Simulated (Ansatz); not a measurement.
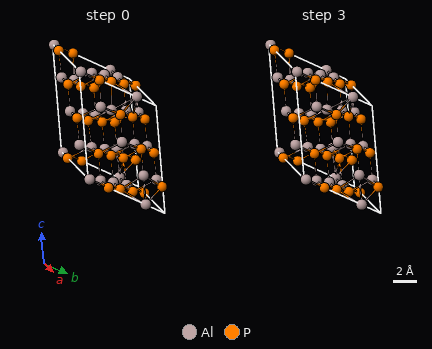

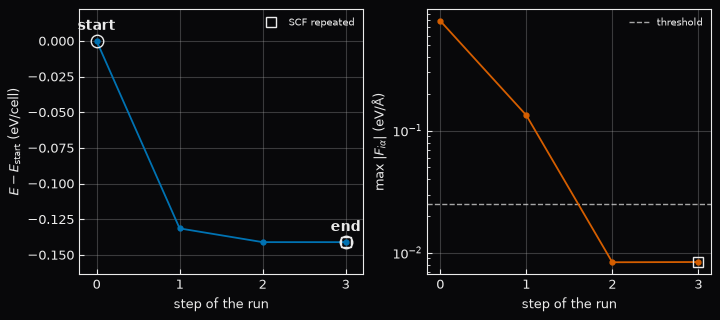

First and last geometry of a relaxation of a defect cell of composition Al$_{17}$P$_{16}$ (cell charge +3), with the history of the run. Style: ball-and-stick. Shown: the cell of the calculation, slightly off an axis.

The atoms of the start lie slightly off their symmetric places, so part of the fall in energy undoes that.

Theory: Ansatz 0.2.0, DFT PBE, scalar-relativistic, plane waves, PAW; settings changed.

The input:
```yaml
crystal:
  lattice:
    - [5.5073398859, 5.5073398859, -5.5073398859]
    - [-5.5073398859, -5.5073398859, -5.5073398859]
    - [-5.5073398859, 5.5073398859, 5.5073398859]
  atoms:
    - { symbol: Al, position: [0.2516033926, 0.002570795, 0.7535757321] }
    - { symbol: Al, position: [0.5002117691, 0.7501480621, 0.7478700785] }
    - { symbol: Al, position: [0.7268360153, 0.4800835972, 0.7243105755] }
    - { symbol: Al, position: [0.7524768668, 0.0024858558, 0.2525158943] }
    - { symbol: Al, position: [-0.0021609593, 1.0213961053, -0.0010031104] }
    - { symbol: Al, position: [0.2738182413, 0.751546179, 0.0037610782] }
    - { symbol: Al, position: [0.5001479313, 0.4978611684, 0.0001948217] }
    - { symbol: Al, position: [0.7469204946, 0.2509939482, 0.0002020083] }
    - { symbol: Al, position: [-0.0007828527, 0.2509834862, 0.7479951331] }
    - { symbol: Al, position: [0.4983462925, -0.0029723106, 0.4993101996] }
    - { symbol: Al, position: [0.7469508597, 0.7501530251, 0.5011962657] }
    - { symbol: Al, position: [-0.0019932174, 0.7525857016, 0.2720114986] }
    - { symbol: Al, position: [0.2514943394, 0.5033120331, 0.2524217784] }
    - { symbol: Al, position: [0.4983284312, 0.2493029734, 0.2470435635] }
    - { symbol: Al, position: [-0.0008015366, 0.4978443165, 0.5011631074] }
    - { symbol: Al, position: [0.2459999772, 0.2492289577, 0.4992514149] }
    - { symbol: P, position: [0.2440123504, 0.9953007427, -0.001472728] }
    - { symbol: P, position: [0.514745662, 0.7501483246, 0.0001961803] }
    - { symbol: P, position: [0.7552673458, 0.5021165066, 0.0016918616] }
    - { symbol: P, position: [0.7492068161, 0.0001196597, 0.5001592931] }
    - { symbol: P, position: [-0.0047010934, 0.991003984, 0.2438317426] }
    - { symbol: P, position: [0.2417702689, 0.749096191, 0.2450081145] }
    - { symbol: P, position: [0.4992945845, 0.500233133, 0.2502309909] }
    - { symbol: P, position: [0.7492133343, 0.2501892265, 0.250250226] }
    - { symbol: P, position: [-0.000778332, 0.2654503743, 0.0002547974] }
    - { symbol: P, position: [0.4991862847, 1.0001314107, 0.750161995] }
    - { symbol: P, position: [0.7527966795, 0.751810541, 0.7541309164] }
    - { symbol: P, position: [-0.0006960972, 0.7502179467, 0.5158636443] }
    - { symbol: P, position: [0.2492154384, 0.5001812756, 0.5001914128] }
    - { symbol: P, position: [0.4838736288, 0.2348266014, 0.4848384986] }
    - { symbol: P, position: [0.0020173697, 0.5077344846, 0.7585672658] }
    - { symbol: P, position: [0.2492322699, 0.2501853968, 0.7501904884] }
    - { symbol: Al, position: [-0.0003107821, 0.7498651587, 0.0034261914] }
  host:
    lattice:
      - [0.0, 2.7536699429, 2.7536699429]
      - [2.7536699429, 0.0, 2.7536699429]
      - [2.7536699429, 2.7536699429, 0.0]
    atoms:
      - { symbol: Al, position: [0.0, 0.0, 0.0] }
      - { symbol: P, position: [0.75, 0.75, 0.75] }
total_charge: 3
basis:
  ecutwfc: 420
  xc_grid: 2
kpoints:
  mp_grid: { grid: [2, 2, 2], shift: [0.5, 0.5, 0.5] }
hamiltonian:
  xc: pbe
scf:
  occupations: { method: tetrahedron_uncorrected }
output:
  forces: true
  eigenvalues: true
relax:
  adjacent_minimum: "off"
  f_tol: 0.025
  max_steps: 45
```

Run as
```bash
ansatz run input.yaml --threads 4 --pin off --max-ram 10240MiB --backend cpu --events-out ev --progress --plain --runs-dir out
```

What do the curves and the structures tell?

Answer. It converged. Over 2 accepted moves (3 points after the start) the energy falls by 0.141 eV per cell of the calculation. The largest force component goes from 0.79 to 0.0084 eV/Å. 1 step only repeated the SCF at the same geometry. P19 moves most: 0.060 Å along [1 3 −1]. By element the largest moves are P 0.060 Å, Al 0.053 Å. The lattice vectors keep their values. Among the contacts that change: P27–Al33 2.743 → 2.670 Å, Al12–Al33 2.559 → 2.629 Å, Al8–P19 2.365 → 2.426 Å, Al3–P19 2.496 → 2.436 Å. Among the angles between lasting bonds that change: Al3–P19–Al12 119.7° → 123.7°, Al3–P27–Al5 120.6° → 123.6°, P19–Al3–P30 113.6° → 116.5°. Cost: 26 s on 4 threads of Intel(R) Xeon(R) Platinum 8488C (Sapphire Rapids), with other jobs on the host, peak memory 1.5 GiB.

```
step  E − E(0), meV/atom  largest force component, eV/Å                         note
   0                0.00                         0.7928                             
   1               -3.98                         0.1339                             
   2               -4.27                         0.0084                             
   3               -4.27                         0.0084  same geometry, SCF repeated
```

Limits of the set-up: the cell is charged, on a uniform background, and energies carry no finite-size correction.
